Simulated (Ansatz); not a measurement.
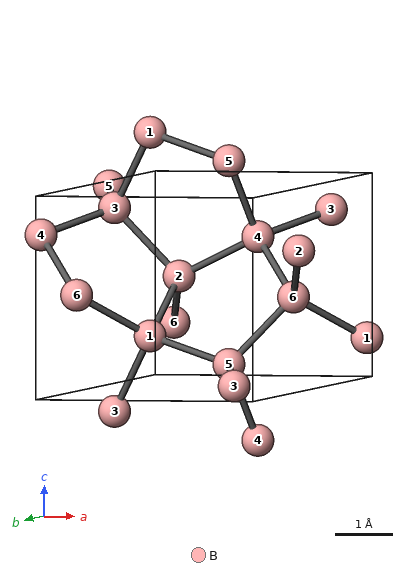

Starting structure of crystalline B (a generated structure, set up in P6_122) (coarse preliminary run). A ball-and-stick model of the cell of the calculation, seen from a free direction.

Computed with Ansatz 0.2.0, DFT PBE, scalar-relativistic, plane waves, PAW.

Input file:
```yaml
crystal:
  lattice:
    - [3.86671582, 0.0, 0.0]
    - [-1.93335791, 3.34867413, 0.0]
    - [0.0, 0.0, 3.6607245]
  atoms:
    - { symbol: B, position: [0.23404053, 0.46808105, 0.25] }
    - { symbol: B, position: [0.53191895, 0.76595947, 0.58333333] }
    - { symbol: B, position: [0.23404053, 0.76595947, 0.91666667] }
    - { symbol: B, position: [0.76595947, 0.53191895, 0.75] }
    - { symbol: B, position: [0.46808105, 0.23404053, 0.08333333] }
    - { symbol: B, position: [0.76595947, 0.23404053, 0.41666667] }
basis:
  ecutwfc: 420
kpoints:
  mp_grid: { grid: [6, 6, 6] }
hamiltonian:
  xc: pbe
scf:
  occupations: { method: gaussian, width: 0.1 }
  lower_state_search: "off"
output:
  forces: true
  stress: true
  eigenvalues: true
relax:
  adjacent_minimum: "off"
  f_tol: 0.04
  max_steps: 70
  cell: { stress_tol: 0.4 }
```

Run as
```bash
ansatz run input.yaml --threads 1 --pin off --max-ram 2560MiB --backend cpu --events-out ev --progress --plain --runs-dir out
```

### Where does the relaxation end?

The largest moves relative to the cell, 0.20 Å, are those of B1, B2, B3, B4, B5 and B6. B2 goes along [−2 −1 0]. The drawn cell changes as follows: a = b 3.867 → 3.203 Å (−17.2 %), c 3.661 → 4.923 Å (+34.5 %); the volume changes by −7.7 %. Some distances before and after: B1–B5 2.699 → 2.208 Å, B1–B2 1.678 → 1.753 Å, B1–B5 (another image) 1.682 → 1.705 Å. Bond angles that change, for instance: B5–B4–B6 107.1° → 144.6°, B2–B4–B6 106.9° → 79.4°, B2–B4–B5 105.3° → 116.8°. The space group stays P6_122 (No. 178). After 12 accepted moves (15 points after the start) the energy has fallen by 729 meV per atom. Largest force component: 1.3 eV/Å at the start, 0.0025 eV/Å at the end. The pressure goes from 29.91 to 0.08 GPa. The line search rejected the trial step at point 11 of the run. At 2 points the geometry stayed and the basis and grid were re-selected for the new cell (energy shift of 23.6 meV per atom at most each time). The run took 33 s on 1 thread of Intel(R) Xeon(R) Platinum 8488C (Sapphire Rapids) (shared host), peak memory 0.36 GiB.

History of the run:

```json
{"step": "0", "E − E(0), meV/atom": "0.00", "largest force component, eV/Å": "1.3456", "pressure, GPa": "29.91", "volume, Å³/atom": "7.900", "note": ""}
{"step": "1", "E − E(0), meV/atom": "-96.23", "largest force component, eV/Å": "0.9062", "pressure, GPa": "11.91", "volume, Å³/atom": "8.525", "note": ""}
{"step": "2", "E − E(0), meV/atom": "-141.48", "largest force component, eV/Å": "0.4234", "pressure, GPa": "0.71", "volume, Å³/atom": "9.042", "note": ""}
{"step": "3", "E − E(0), meV/atom": "-178.23", "largest force component, eV/Å": "0.1195", "pressure, GPa": "-1.35", "volume, Å³/atom": "9.119", "note": ""}
{"step": "4", "E − E(0), meV/atom": "-236.53", "largest force component, eV/Å": "0.2625", "pressure, GPa": "-3.66", "volume, Å³/atom": "9.145", "note": ""}
{"step": "5", "E − E(0), meV/atom": "-326.19", "largest force component, eV/Å": "0.6556", "pressure, GPa": "-5.86", "volume, Å³/atom": "9.041", "note": ""}
{"step": "6", "E − E(0), meV/atom": "-444.78", "largest force component, eV/Å": "0.9466", "pressure, GPa": "-8.55", "volume, Å³/atom": "8.831", "note": ""}
{"step": "7", "E − E(0), meV/atom": "-599.11", "largest force component, eV/Å": "0.9518", "pressure, GPa": "-6.61", "volume, Å³/atom": "8.183", "note": ""}
{"step": "8", "E − E(0), meV/atom": "-688.78", "largest force component, eV/Å": "0.5693", "pressure, GPa": "-0.69", "volume, Å³/atom": "7.430", "note": ""}
{"step": "9", "E − E(0), meV/atom": "-698.35", "largest force component, eV/Å": "0.2490", "pressure, GPa": "-2.20", "volume, Å³/atom": "7.456", "note": ""}
{"step": "10", "E − E(0), meV/atom": "-702.60", "largest force component, eV/Å": "0.0385", "pressure, GPa": "4.53", "volume, Å³/atom": "7.142", "note": ""}
{"step": "11", "E − E(0), meV/atom": "-688.83", "largest force component, eV/Å": "0.2161", "pressure, GPa": "-7.79", "volume, Å³/atom": "7.269", "note": "rejected"}
{"step": "12", "E − E(0), meV/atom": "-704.56", "largest force component, eV/Å": "0.0006", "pressure, GPa": "-0.03", "volume, Å³/atom": "7.247", "note": ""}
{"step": "13", "E − E(0), meV/atom": "-728.19", "largest force component, eV/Å": "0.0447", "pressure, GPa": "1.99", "volume, Å³/atom": "7.247", "note": "same geometry, new basis"}
{"step": "14", "E − E(0), meV/atom": "-729.01", "largest force component, eV/Å": "0.0025", "pressure, GPa": "0.06", "volume, Å³/atom": "7.290", "note": ""}
{"step": "15", "E − E(0), meV/atom": "-729.11", "largest force component, eV/Å": "0.0025", "pressure, GPa": "0.08", "volume, Å³/atom": "7.290", "note": "same geometry, new basis"}
```

Final geometry:

```
B
1.0
     3.20317    0.00000    0.00000
    -1.60158    2.77402    0.00000
     0.00000    0.00000    4.92278
B
6
Direct
  0.26929 0.53858 0.25000
  0.46142 0.73071 0.58333
  0.26929 0.73071 0.91667
  0.73071 0.46142 0.75000
  0.53858 0.26929 0.08333
  0.73071 0.26929 0.41667
```

After the run, drawn alike:

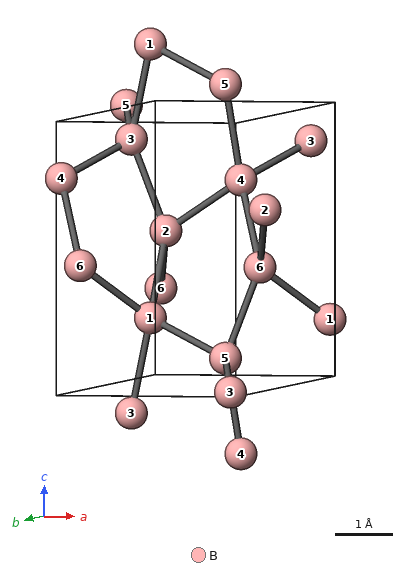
